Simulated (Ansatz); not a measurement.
# Run report: WS₂, geometry relaxation (part 1 of 2)

WS₂ (P-6m2, 3 atoms in the cell), computed with DFT PBE+D3(BJ), scalar-relativistic, plane waves, PAW, no spin polarisation (Ansatz 0.2.0).

The structure derives from a Materials Project entry. Figures and captions count atoms from 1; the log counts them from 0 in places.

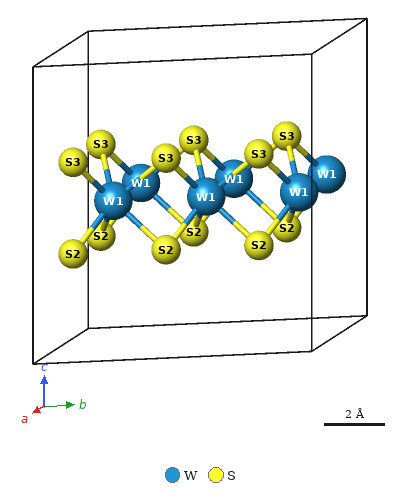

Fig. 1: The input geometry (ball-and-stick view of the 2 × 3 repeat of the cell, with the vacuum cut short, seen slightly off an axis; atoms are numbered from 1 in the order of the input). Near neighbours in the crystal (not all of them lie inside the picture): W has 6 S at 2.41 Å; S has 3 W at 2.41 Å.

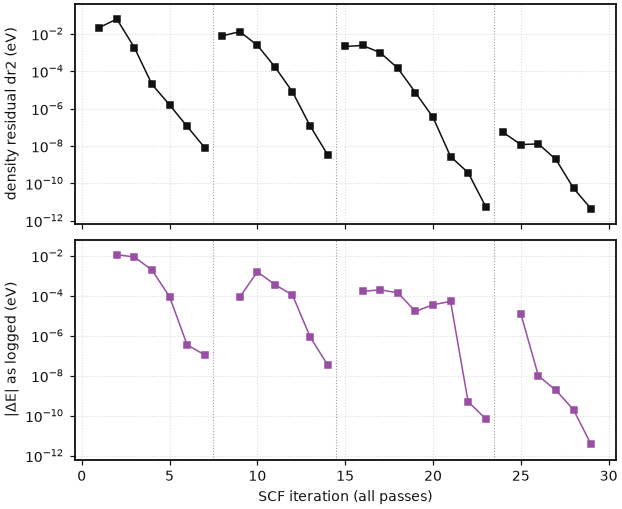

Fig. 2: Convergence of the self-consistent field: density residual dr2 and size of the energy change against the SCF iteration. The dotted lines part the SCF passes of the relaxation: geometry steps, rejected trials and re-solves on a re-selected basis. The passes take 7, 7, 9 and 6 iterations.

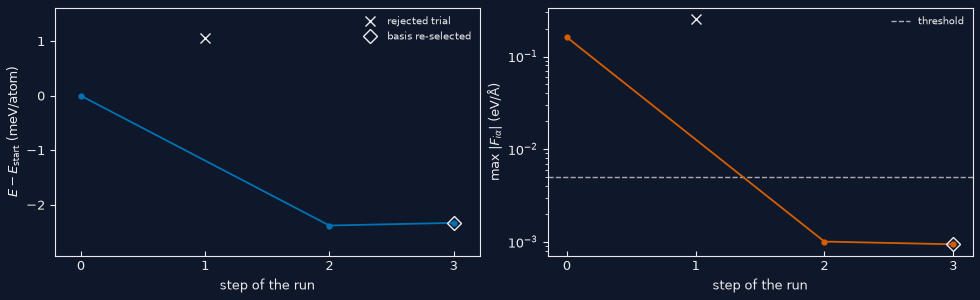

Fig. 3: Progress of the relaxation, step by step (the first geometry is step 0 here and step 1 in the log).

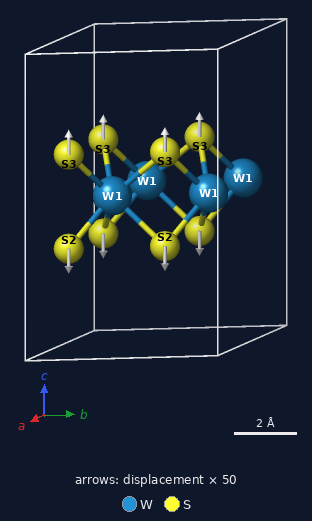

Fig. 4: The starting structure with the displacements (without the part carried along by the change of the cell) as white arrows, magnified 50 times (ball-and-stick view of the 2 × 2 repeat of the cell, with the vacuum cut short, seen slightly off an axis). The largest moves relative to the cell, 0.017 Å, are those of S2 and S3. W stays in place. In the plane the drawn cell goes a 6.367 → 6.319 Å (−0.7 %), b 6.367 → 6.319 Å (−0.7 %). The space group stays P-6m2 (No. 187). Over 2 geometry steps the energy falls by 2.4 meV per atom. The largest force component goes from 0.16 to 0.00094 eV/Å. The line search rejected the trial step at point 1 (counted from 0) and went back. A last SCF at the same geometry on a re-selected plane-wave basis shifts the energy by +0.0 meV per atom. (Atoms are counted from 1 in the order of the input.)

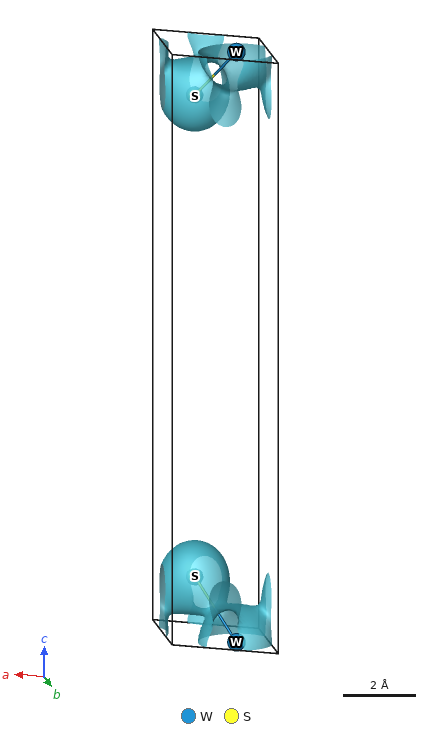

Fig. 5: Isosurface of the valence electron density at 0.5 e/Å³ (cyan), seen at an oblique angle. Sticks mark near contacts. The outline is the cell set on symmetry axes. At this value the density is joined into sheets; it holds about 70 % of the electrons treated as valence (semicore included). On the grid the lowest density along these lines, outside the cores, is 0.63 e/Å³ (W–S, 2.41 Å). In a PAW calculation such maps are meaningful between the atoms, not at the nuclei.

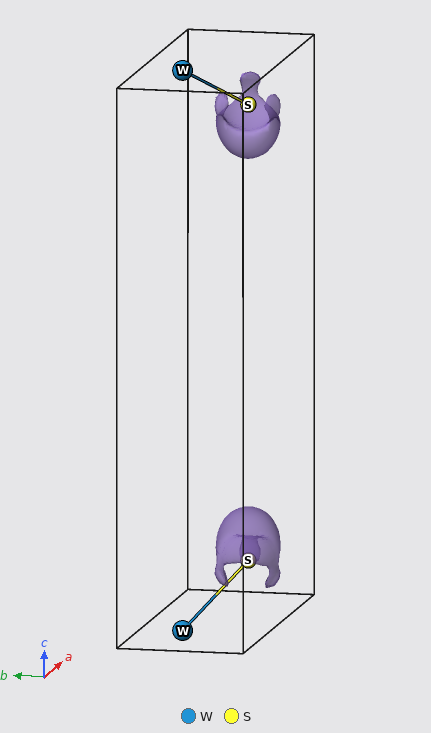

Fig. 6: Isosurface of the ELF at 0.85 (purple), seen at an oblique angle. Only the valence region is drawn (cores and ρ < 0.01 e/Å³ removed). Sticks mark near contacts. The outline is the cell set on symmetry axes. Along the contacts the grid gives the following. W–S (2.41 Å): the ELF is about 0.50 at the midpoint.

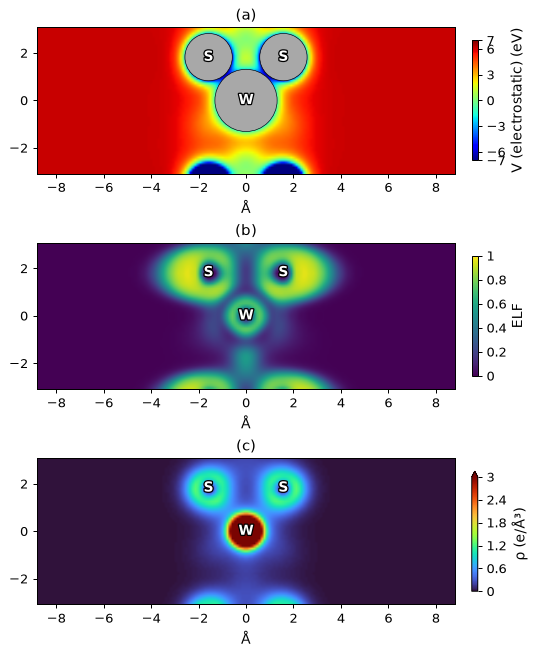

Fig. 7: (a) electrostatic potential (local pseudopotential plus Hartree) felt by an electron; (b) ELF; (c) valence pseudo-density on the (110) plane of the conventional cell. Grey discs, where drawn, cover atomic cores. The section cuts through W and S sites. W–S (2.41 Å): the density is about 0.63 e/Å³ at the midpoint; the ELF is about 0.50 at the midpoint. The density dies away to nearly zero in the voids. The ELF has a maximum of about 0.55 in the space between the atoms. The strong features right at W lie inside the PAW spheres (semicore, d or f shells) and say nothing about bonding. Outside the cores the potential energy rises away from the atoms and is highest about 2.7 Å from the nearest atoms; outside the discs it spans about 12 eV, and its zero is arbitrary.

The input and output of the run follow.

Input file:
```yaml
crystal:
  lattice:
    - [3.1835163552, 0.0, 0.0]
    - [-1.5917581776, 2.7570060369, 0.0]
    - [0.0, 0.0, 16.95057789]
  atoms:
    - { symbol: W, position: [0.33333333, 0.66666667, 0.0] }
    - { symbol: S, position: [0.66666667, 0.33333333, 0.90799949] }
    - { symbol: S, position: [0.66666667, 0.33333333, 0.09200051] }
basis:
  ecutwfc: 420
kpoints:
  mp_grid: { grid: [12, 12, 2] }
hamiltonian:
  xc: pbe
  dispersion: d3bj
scf:
  occupations: { method: gaussian, width: 0.02 }
output:
  forces: true
  stress: true
  eigenvalues: true
  write_density: true
  write_potential: true
  elf: true
  volumetric_format: npy
relax:
  adjacent_minimum: "off"
  f_tol: 0.005
  max_steps: 80
  cell: { stress_tol: 0.05 }
```

Launched with:
```bash
ansatz run input.yaml --threads 1 --pin off --max-ram 2560MiB --backend cpu --events-out ev --progress --plain --runs-dir out
```

The program's output:
```
Engine: ansatz 0.2.0, x86_64-unknown-linux-gnu
Pseudopotentials: kind: paw
Pseudopotential: W, paw, valence charge 14, recommended cutoff 420 eV (normal), W.paw.azcp
Pseudopotential: S, paw, valence charge 6, recommended cutoff 420 eV (normal), S.paw.azcp
Functional definition: PBE
  parameter kappa = 0.804
  parameter beta = 0.06672455060314922
  exchange = pbe_x(kappa = kappa, mu = beta*pi^2/3)
  correlation = pbe_c(beta = beta)
Crystal: 3 atoms, lattice volume = 148.775 Å³
Basis set: ecut = 420 eV, 2937 PW (Γ), exchange–correlation on 48×48×240 points (8 copies of the dense FFT grid, shifted against one another)
Bands: 17, of which v1, the nominal top of the filled ones, is band 13 counted from 1 (12 counted from 0)
Symmetry: 12 space group operations
Space group: P-6m2 (ITA 187), of the structure as read, at distance tolerance 5.3e-5 Å
k-points: 38 of 288 (time reversal used)
Non-local potential: W, projectors of the file, l = 0: 3, l = 1: 2, l = 2: 2, l = 3: 1
Non-local potential: S, projectors of the file, l = 0: 2, l = 1: 2, l = 2: 2
PAW form: soft (Blöchl's): semilocal exchange-correlation on the pseudo side does not see the compensation charge
PAW one-centre angular grid: W, 590 points (default); XC on 64 Gauss nodes
PAW one-centre angular grid: S, 110 points (default); XC on 64 Gauss nodes
Initial density: superposition of atomic densities (neutral atoms: chi_scale 0, normalization atom), corrected by the library's trained network
Initial wavefunctions: pseudopotential atomic-orbital guess
Functional: x = pbe(κ = 0.804, μ = 0.2195149727645171), c = pbe(β = 0.06672455060314922)
SCF iter   1: F=—  HF=-12192.349728 eV  |F-HF|=—  |Δ(HF+E_count)|=         —  Δρ=3.43e-3  dr2=2.20e-2  ethr=1.77e-3  ⟨swp⟩=9.5  Hψ=4675  notcnv=0
preconditioner: auto → none  [insulator: Δε(μ)=1.738 eV  Ē_g=8.716 eV  σ=0.020 eV  W_gap=1.00  n_scr=10 (ndim 8)  ℏωp=12.9 eV  f_vac=0.610  D(μ)=0.00/eV (n_scr^D=0)  ε∞_Penn≈3.2]
SCF iter   2: F=—  HF=-12192.361065 eV  |F-HF|=—  |Δ(HF+E_count)|=   1.13e-2  Δρ=3.58e-3  dr2=6.24e-2  ethr=8.46e-5  ⟨swp⟩=4.2  Hψ=1908  notcnv=0
SCF iter   3: F=—  HF=-12192.352404 eV  |F-HF|=—  |Δ(HF+E_count)|=   8.66e-3  Δρ=1.30e-3  dr2=1.84e-3  ethr=8.46e-5  ⟨swp⟩=3.0  Hψ=1196  notcnv=0
SCF iter   4: F=—  HF=-12192.354327 eV  |F-HF|=—  |Δ(HF+E_count)|=   1.92e-3  Δρ=2.20e-4  dr2=1.98e-5  ethr=7.08e-6  ⟨swp⟩=2.0  Hψ=1068  notcnv=0
SCF iter   5: F=—  HF=-12192.354417 eV  |F-HF|=—  |Δ(HF+E_count)|=   9.01e-5  Δρ=3.11e-5  dr2=1.59e-6  ethr=7.60e-8  ⟨swp⟩=3.3  Hψ=1513  notcnv=0
SCF iter   6: F=—  HF=-12192.354418 eV  |F-HF|=—  |Δ(HF+E_count)|=   3.51e-7  Δρ=9.29e-6  dr2=1.11e-7  ethr=6.12e-9  ⟨swp⟩=2.0  Hψ=929  notcnv=0
SCF iter   7: F=-12192.354418 eV  HF=-12192.354418 eV  |F-HF|=8.20e-9  |Δ(HF+E_count)|=   1.09e-7  Δρ=1.72e-6  dr2=8.09e-9  ethr=3.85e-10  ⟨swp⟩=13.9  Hψ=5881  notcnv=0
SCF 1 converged in 7 iterations: F = -12192.354418 eV  dr2 = 8.09e-9
  greatest PAW one-centre occupation: 1.000 electrons in one spin orbital (limit 2), on the W atom at site 0 (counted from 0), in its partial waves of l = 0
relax step   1: F+E_penalty+E_count = -12192.35441778 eV  Δ(F+E_penalty+E_count) = +0.000e0 eV  max|allowed force component| = 1.611e-1 eV/Å  Δτ_max = 0.0000 Å  P = -0.228 GPa  Ω = 148.775 Å³  (7 SCF iters, dr2 threshold 1.00e-7 eV, accepted)
Crystal: 3 atoms, lattice volume = 144.054 Å³
Basis set: ecut = 420 eV, 2817 PW (Γ), exchange–correlation on 48×48×240 points (8 copies of the dense FFT grid, shifted against one another)
Initial density: handed on by an earlier stage of this run
Initial wavefunctions: those handed on with the density
iter 1 solved again at ethr=2.56e-5 eV; its pass at ethr=3.10e-3 eV (dr2=6.65e-3 eV) is discarded
SCF iter   1: F=—  HF=-12192.353181 eV  |F-HF|=—  |Δ(HF+E_count)|=         —  Δρ=1.87e-3  dr2=7.88e-3  ethr=2.56e-5  ⟨swp⟩=2.5  Hψ=5347  notcnv=0
preconditioner: auto → none  [insulator: Δε(μ)=1.919 eV  Ē_g=8.790 eV  σ=0.020 eV  W_gap=1.00  n_scr=10 (ndim 8)  ℏωp=13.1 eV  f_vac=0.604  D(μ)=0.00/eV (n_scr^D=0)  ε∞_Penn≈3.2]
SCF iter   2: F=—  HF=-12192.353267 eV  |F-HF|=—  |Δ(HF+E_count)|=   8.61e-5  Δρ=1.70e-3  dr2=1.32e-2  ethr=2.56e-5  ⟨swp⟩=3.2  Hψ=1234  notcnv=0
SCF iter   3: F=—  HF=-12192.351684 eV  |F-HF|=—  |Δ(HF+E_count)|=   1.58e-3  Δρ=8.71e-4  dr2=2.46e-3  ethr=2.56e-5  ⟨swp⟩=3.0  Hψ=1171  notcnv=0
SCF iter   4: F=—  HF=-12192.351324 eV  |F-HF|=—  |Δ(HF+E_count)|=   3.60e-4  Δρ=3.76e-4  dr2=1.71e-4  ethr=9.47e-6  ⟨swp⟩=2.2  Hψ=922  notcnv=0
SCF iter   5: F=—  HF=-12192.351216 eV  |F-HF|=—  |Δ(HF+E_count)|=   1.08e-4  Δρ=8.89e-5  dr2=7.83e-6  ethr=6.57e-7  ⟨swp⟩=2.2  Hψ=913  notcnv=0
iter 6 did not close the SCF: its close was put off until two iterations running show no level that it waits for move by more than its bar (scf_convergence_deferred on its scf_iter line)
SCF iter   6: F=-12192.351217 eV  HF=-12192.351217 eV  |F-HF|=2.09e-8  |Δ(HF+E_count)|=   8.85e-7  Δρ=1.47e-5  dr2=1.19e-7  ethr=1.15e-9  ⟨swp⟩=13.0  Hψ=6807  notcnv=0
SCF iter   7: F=-12192.351217 eV  HF=-12192.351217 eV  |F-HF|=7.35e-10  |Δ(HF+E_count)|=   3.44e-8  Δρ=2.36e-6  dr2=3.39e-9  ethr=4.57e-10  ⟨swp⟩=9.0  Hψ=5239  notcnv=0
SCF 2 converged in 7 iterations: F = -12192.351217 eV  dr2 = 3.39e-9
relax step   2: F+E_penalty+E_count = -12192.35121678 eV  Δ(F+E_penalty+E_count) = +3.201e-3 eV  max|allowed force component| = 2.552e-1 eV/Å  Δτ_max = 0.0393 Å  P = +0.105 GPa  Ω = 144.054 Å³  energy of the carried Pulay correction = +3.022e-4 eV  (7 SCF iters, dr2 threshold 3.00e-7 eV, rejected (line search))
Crystal: 3 atoms, lattice volume = 146.463 Å³
Basis set: ecut = 420 eV, 2841 PW (Γ), exchange–correlation on 48×48×240 points (8 copies of the dense FFT grid, shifted against one another)
iter 1 solved again at ethr=9.01e-6 eV; its pass at ethr=3.10e-3 eV (dr2=2.34e-3 eV) is discarded
```
